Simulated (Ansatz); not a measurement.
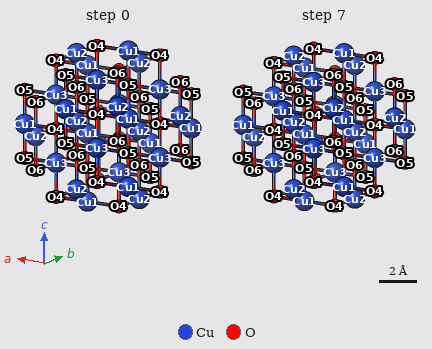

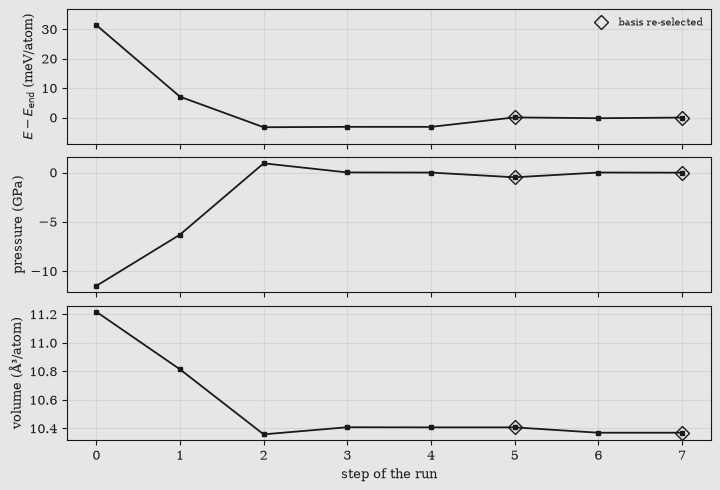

First and last geometry of a relaxation of solid CuO (set up in P4/mmm), with the history of the run. A ball-and-stick model of the cell of the calculation, seen from a free direction.

The run lets cell and atoms move.

The calculation used Ansatz, Kohn-Sham DFT of a periodic cell, LDA, Ansatz PAW.

Input
```yaml
crystal:
  lattice:
    - [4.160937, 0.0, 0.0]
    - [0.0, 4.160937, 0.0]
    - [0.0, 0.0, 3.887643]
  atoms:
    - { symbol: Cu, position: [0.5, 0.0, 0.5] }
    - { symbol: Cu, position: [0.0, 0.5, 0.5] }
    - { symbol: Cu, position: [0.0, 0.0, 0.0] }
    - { symbol: O, position: [0.0, 0.0, 0.5] }
    - { symbol: O, position: [0.5, 0.0, 0.0] }
    - { symbol: O, position: [0.0, 0.5, 0.0] }
hamiltonian:
  xc: lda
  pseudopotentials: { kind: paw }
kpoints:
  mp_grid: { grid: [7, 7, 7] }
scf:
  occupations: { method: fermi_dirac, width: 0.05 }
output:
  forces: true
  stress: true
  eigenvalues: true
  write_density: true
  write_potential: true
  elf: true
  volumetric_format: npy
relax:
  f_tol: 0.01
  max_steps: 40
  cell: { stress_tol: 0.05 }
```

Run as
```bash
ansatz run input.yaml --threads 2 --pin off --max-ram 5632MiB --backend cpu --events-out ev --progress --plain --runs-dir out
```

> Did the run converge, and what did it change?

It converged. The atoms keep their places relative to the cell (all moves are under 0.005 Å). The drawn cell changes as follows: a = b 4.161 → 4.043 Å (−2.8 %), c 3.888 → 3.807 Å (−2.1 %); the volume changes by −7.6 %. Some distances before and after: Cu1–O4 2.080 → 2.021 Å, Cu1–O5 1.944 → 1.904 Å. The space group stays P4/mmm (No. 123). The energy falls by 31.4 meV per atom in 5 accepted moves (7 points after the start). All forces vanish by symmetry, so only the cell relaxes. Pressure: −11.49 GPa at the start and −0.01 GPa at the end. At 2 points the geometry stayed and the basis and grid were re-selected for the new cell (energy shift of 3.2 meV per atom at most each time).

Limits of the set-up: an element that often carries a moment was run without spin polarisation.
